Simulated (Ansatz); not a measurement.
FeSi2: several calculations on one system

**1. Vibrations**

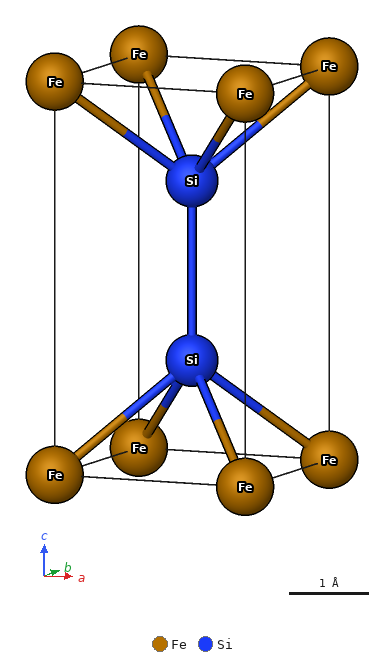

Phonons of crystalline FeSi2 at 0.98 times its rest volume, space group P4/mmm (No. 123), at the zone centre. A ball-and-stick model of the cell of the calculation, seen slightly off an axis.

Method: DFT LDA, scalar-relativistic, plane waves, PAW (Ansatz 0.2.0).

Input
```yaml
crystal:
  lattice:
    - [2.6415878168, 0.0, 0.0]
    - [0.0, 2.6415878168, 0.0]
    - [0.0, 0.0, 5.0413676105]
  atoms:
    - { symbol: Fe, position: [0.0, 0.0, 0.0] }
    - { symbol: Si, position: [0.5, 0.5, 0.2717544691] }
    - { symbol: Si, position: [0.5, 0.5, 0.7282455309] }
basis:
  ecutwfc: 420
kpoints:
  mp_grid: { grid: [16, 16, 8] }
hamiltonian:
  xc: lda
scf:
  occupations: { method: fermi_dirac, width: 0.15 }
output:
  eigenvalues: true
phonons:
  method: dfpt
  eigenvectors: true
```

Command:
```bash
ansatz run input.yaml --threads 1 --pin off --max-ram 3072MiB --backend cpu --events-out ev --progress --plain --runs-dir out
```

The frequencies depend somewhat on the k-mesh and the smearing.

Q: Which optical modes does it have, at what frequencies, and is it stable there?

A: The calculation's cell holds 3 atoms, so there are 6 optical modes, in 4 levels. The optical modes span E_g + E_u + A₂u + A₁g. No level is unstable.

```tsv
level	symmetry	frequency (cm⁻¹)	activity
1	E_g	238	Raman-active
2	E_u	308	infrared-active
3	A₂u	379	infrared-active
4	A₁g	577	Raman-active
```

The crystal is a metal, so free carriers screen the infrared response.

The displacement patterns (one member of each degenerate set):

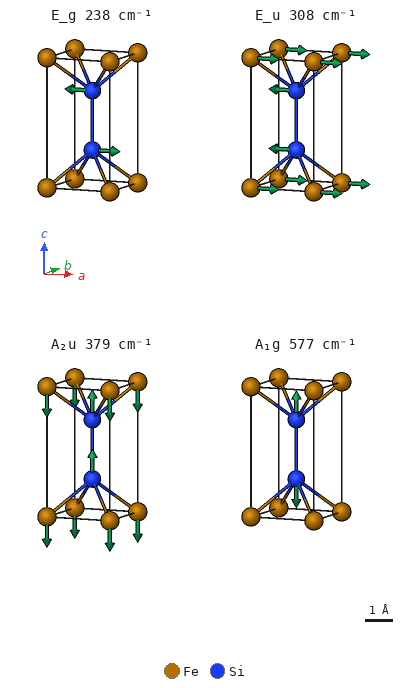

Limits of the set-up: an element that often carries a moment was run without spin polarisation.

**2. Vibrations**

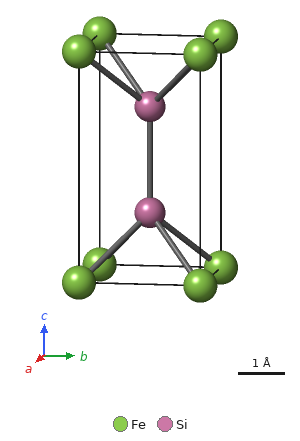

Phonons of solid FeSi₂ at 1.02 times its rest volume, space group P4/mmm (No. 123), at the zone centre. Style: ball-and-stick. Shown: the cell of the calculation, from a free direction.

Computed with Ansatz, DFT LDA, scalar-relativistic, plane waves, PAW. Set-up: plane-wave cutoff 420 eV; k-point mesh 16 × 16 × 8; occupations fermi dirac; smearing width 0.15 eV; no spin polarisation.

The frequencies depend somewhat on the k-mesh and the smearing.

Question: List the optical modes.

Answer: The calculation's cell holds 3 atoms, so there are 6 optical modes, in 4 levels. The optical modes span E_g + E_u + A₂u + A₁g. No level is unstable.

```tsv
level	symmetry	frequency (cm⁻¹)	activity
1	E_g	228	Raman-active
2	E_u	285	infrared-active
3	A₂u	357	infrared-active
4	A₁g	543	Raman-active
```

The crystal is a metal, so free carriers screen the infrared response.

The displacement patterns (one member of each degenerate set):

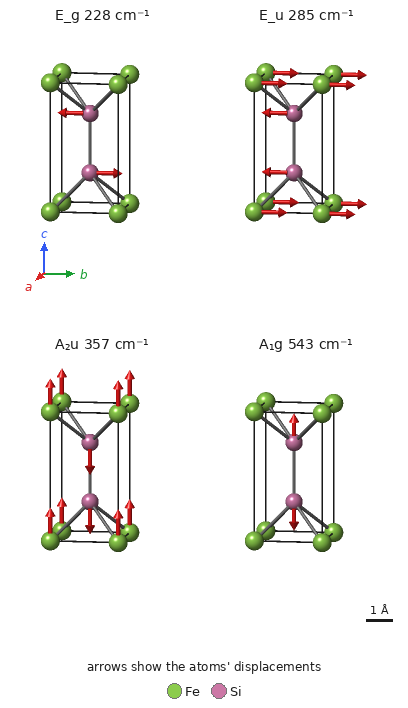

Limits of the set-up: an element that often carries a moment was run without spin polarisation.

**3. One mode**

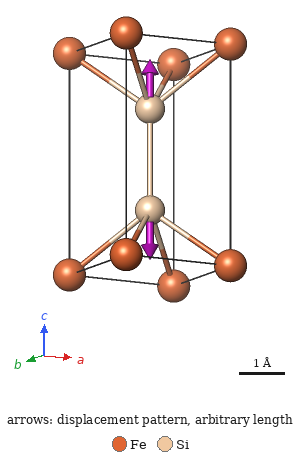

One vibrational mode of solid FeSi₂ at the zone centre. The purple arrows give the relative displacements of the atoms. The picture is a ball-and-stick view of the cell of the calculation, seen from a free direction.

All numbers below come from DFT LDA, scalar-relativistic, plane waves, PAW (Ansatz). Settings: plane-wave cutoff 420 eV; k-point mesh 16 × 16 × 8; occupations fermi dirac; smearing width 0.15 eV; no spin polarisation.

The frequencies depend somewhat on the k-mesh and the smearing.

### Describe the mode and give its frequency.

This is the A₁g mode at 560 cm⁻¹, the highest optical level, Raman-active by symmetry. The Fe atoms stay at rest; all motion is along c; atoms of one kind move against one another, with no net shift of their sublattice; it stretches the shortest Si–Si bonds (2.32 Å).

Limits of the set-up: an element that often carries a moment was run without spin polarisation.
